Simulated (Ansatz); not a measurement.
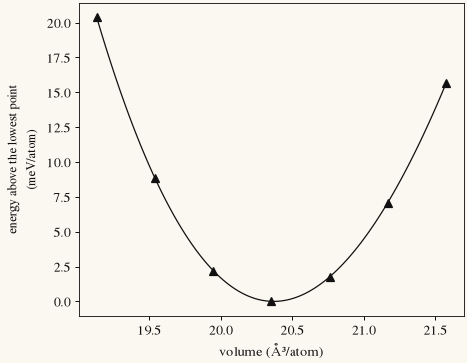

The figure shows the energy above the lowest point against volume for As, space group Pm-3m (No. 221) (one of a set of cubic test structures, which need not be the stable phase).

Method: equation of state of a cubic crystal from periodic Kohn-Sham density functional theory without spin, third-order Birch-Murnaghan fit to the free energies; pressure corrected for the finite basis (Ansatz 0.2.0 development build). Level: PBE.

- structure type: simple cubic
- atoms in cell: 1
- space group number: 221
- lattice centring: simple cubic
- k mesh: 40×40×40
- occupation method: Fermi–Dirac
- occupation width: 0.06123 eV
- wave cutoff: 420 eV
- datasets: soft-1 PAW
- density tolerance: 1e−07 eV
- bands: 12
- density cutoff ratio: 4
- search for lower states: default

From this curve and the settings, what does the calculation give for the pressure at the same points?

The pressure falls from 5.580 GPa at volume 19.13 Å³/atom to −3.955 GPa at 21.58 Å³/atom, and changes sign near 20.37 Å³/atom.

| volume (Å³/atom) | pressure (GPa) |
| --- | --- |
| 19.13 | 5.580 |
| 19.54 | 3.540 |
| 19.95 | 1.710 |
| 20.35 | 0.060 |
| 20.76 | −1.420 |
| 21.17 | −2.754 |
| 21.58 | −3.955 |

Note: cubic model structure, not the ambient form.
